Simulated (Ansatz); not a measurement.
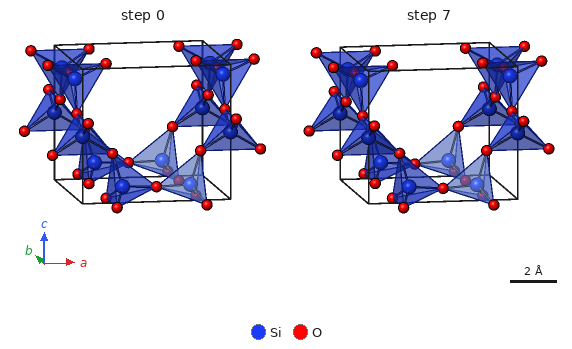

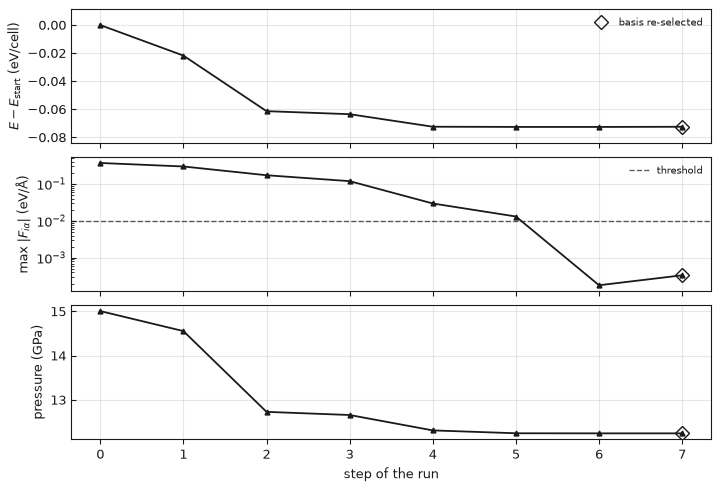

First and last geometry of a relaxation of crystalline SiO2 (set up in P-4m2), with the history of the run. A polyhedral model of the cell of the calculation, seen slightly off an axis.

Case: volume × 0.88, shape and atoms relaxed.

Method: DFT r2SCAN, scalar-relativistic, plane waves, PAW in Ansatz 0.2.0. (plane-wave cutoff 500 eV; k-point mesh 4 × 4 × 4; occupations gaussian; smearing width 0.02 eV; no spin polarisation; cell relaxed at fixed volume; force threshold 0.01 eV/Å; at most 30 steps)

> Read the history and describe the run.

It converged. Over 6 accepted moves (7 points after the start) the energy falls by 72.5 meV per cell of the calculation. The largest force component goes from 0.37 to 0.00034 eV/Å. Pressure: 15.01 GPa at the start and 12.24 GPa at the end. At 1 point the geometry stayed and the basis and grid were re-selected for the new cell (energy shift of 0.1 meV per cell of the calculation at most each time). The largest moves relative to the cell, 0.066 Å, are those of O atoms. Largest moves by element: O 0.066 Å, Si 0.010 Å. The drawn cell changes at constant volume: a = b 6.680 → 6.734 Å (+0.8 %), c 6.048 → 5.951 Å (−1.6 %). Among the contacts that change: O–Si 1.573 → 1.590 Å, O–Si 1.530 → 1.537 Å. Bond angles that change, for instance: O–Si–O 118.6° → 123.6°, Si–O–Si 176.1° → 171.5°, Si–O–Si 137.7° → 134.1°. The space group stays P-4m2 (No. 115). The run took 71 s on 4 threads of Oxide Virtual Turin-like Processor (Zen 5), on a shared host, peak memory 1.2 GiB.

```tsv
step	E − E(0), meV/atom	largest force component, eV/Å	pressure, GPa	note
0	0.00	0.3735	15.01	
1	-1.45	0.3001	14.55	
2	-4.09	0.1737	12.73	
3	-4.23	0.1200	12.66	
4	-4.83	0.0298	12.31	
5	-4.84	0.0132	12.25	
6	-4.84	0.0002	12.24	
7	-4.83	0.0003	12.24	same geometry, new basis
```
